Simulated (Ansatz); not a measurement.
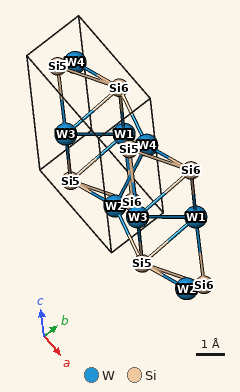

Crystalline SiW2 (a generated structure, set up in I4/mcm), before the relaxation. The picture is a ball-and-stick view of the cell of the calculation, repeated 2 × 1 × 1 with one cell outlined, seen slightly off an axis.

Case: Ta → W on all its sites, cell and atoms relaxed.

Method: Ansatz, DFT PBE, scalar-relativistic, plane waves, PAW.

Input
```yaml
crystal:
  lattice:
    - [-3.0207497898, 3.0207497898, 2.4792246606]
    - [3.0207497898, -3.0207497898, 2.4792246606]
    - [3.0207497898, 3.0207497898, -2.4792246606]
  atoms:
    - { symbol: W, position: [0.6633159285, 0.8366840715, 0.5] }
    - { symbol: W, position: [0.8366840715, 0.3366840715, 0.1733681429] }
    - { symbol: W, position: [0.3366840715, 0.1633159285, 0.5] }
    - { symbol: W, position: [0.1633159285, 0.6633159285, 0.8266318571] }
    - { symbol: Si, position: [0.25, 0.25, 0.0] }
    - { symbol: Si, position: [0.75, 0.75, 0.0] }
basis:
  ecutwfc: 420
kpoints:
  mp_grid: { grid: [10, 10, 10] }
hamiltonian:
  xc: pbe
scf:
  occupations: { method: gaussian, width: 0.1 }
output:
  forces: true
  stress: true
  eigenvalues: true
  write_density: true
  write_potential: true
  elf: true
  volumetric_format: npy
relax:
  adjacent_minimum: "off"
  f_tol: 0.01
  max_steps: 60
  cell: { stress_tol: 0.1 }
```

Launched with:
```bash
ansatz run input.yaml --threads 1 --pin off --max-ram 2560MiB --backend cpu --events-out ev --progress --plain --runs-dir out
```

Question: Predict the outcome.

Answer: After 2 accepted moves (4 points after the start) the energy has fallen by 15.7 meV per atom. The largest force component goes from 0.33 to 0.0087 eV/Å. The pressure goes from −7.11 to −0.02 GPa. The line search rejected the trial step at point 1 of the run. The SCF was repeated once at an unchanged geometry on a basis and grid sized afresh for the cell, which shifted the energy by 0.1 meV per atom at most. The largest moves relative to the cell, 0.033 Å, are those of W1, W2, W3 and W4. W2 goes along [1 1 2]. Si stays in place. Cell: a = b = c 4.939 → 4.892 Å (−1.0 %), α 104.6° → 104.7°, β 104.6° → 104.7°, γ 119.7° → 119.5°. Volume −2.7 %. Some distances before and after: W1–W3 2.791 → 2.695 Å, W1–W2 3.169 → 3.115 Å, W1–W2 (another image) 3.197 → 3.178 Å, Si5–Si6 2.479 → 2.464 Å. The space group stays I4/mcm (No. 140). The run took 70 s on 1 thread of Intel(R) Xeon(R) Platinum 8488C (Sapphire Rapids), with other jobs on the host, peak memory 0.62 GiB.

The end point in the same view:

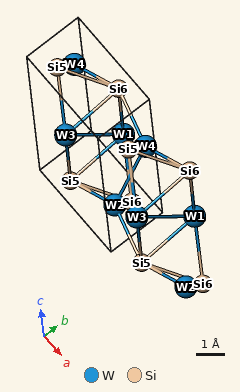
